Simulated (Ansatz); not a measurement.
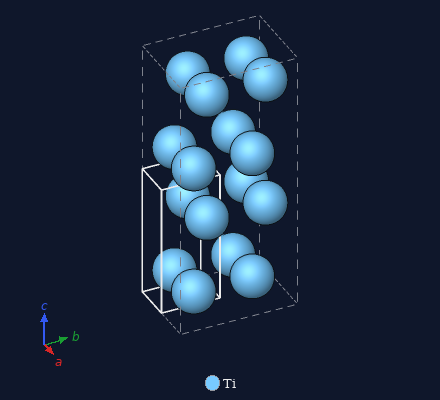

The structure; the drawing may span several cells.

Given this structure, coordinates from a relaxation with DFT r2SCAN, scalar-relativistic, plane waves, PAW (Ansatz 0.2.0); the starting structure was generated, so it need not be a known form of this composition, written in its standard cell:

Space group P6_3/mmc (No. 194). a = 2.936 Å, b = 2.936 Å, c = 4.637 Å, α = 90.00°, β = 90.00°, γ = 120.00°
```
atom  site  symmetry       x       y       z
  Ti    2d      -6m2  0.3333  0.6667  0.7500
```

Q: Predict the [102] zone-axis pattern (200 kV, kinematic, B = 0.3 Å²).

A: The spots form a rectangular net whose two shortest vectors correspond to d = 2.54 Å and 1.40 Å, 90.0° apart. They are 0 -1 0 and -2 1 1 (itself extinct). The pattern has symmetry 2mm. A glide plane extinguishes reflections such as 2 -1 -1, 2 2 -1.

Strongest reflections with d > 0.80 Å, one of each family (|F|² from tabulated Gaussian fits of the electron scattering factors, times a small damping for the curvature of the Ewald sphere):

```
   hkl  d (Å)  I (strongest = 100)
 0 1 0  2.542                  100
2 0 -1  1.226                   56
2 1 -1  0.941                   24
 0 3 0  0.847                   23
 0 2 0  1.271                   21
```

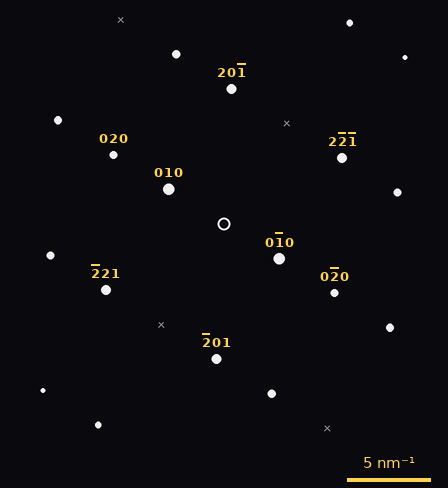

Calculated pattern, seen from the source side with [102] pointing towards the source; crosses mark the places of extinct reflections.
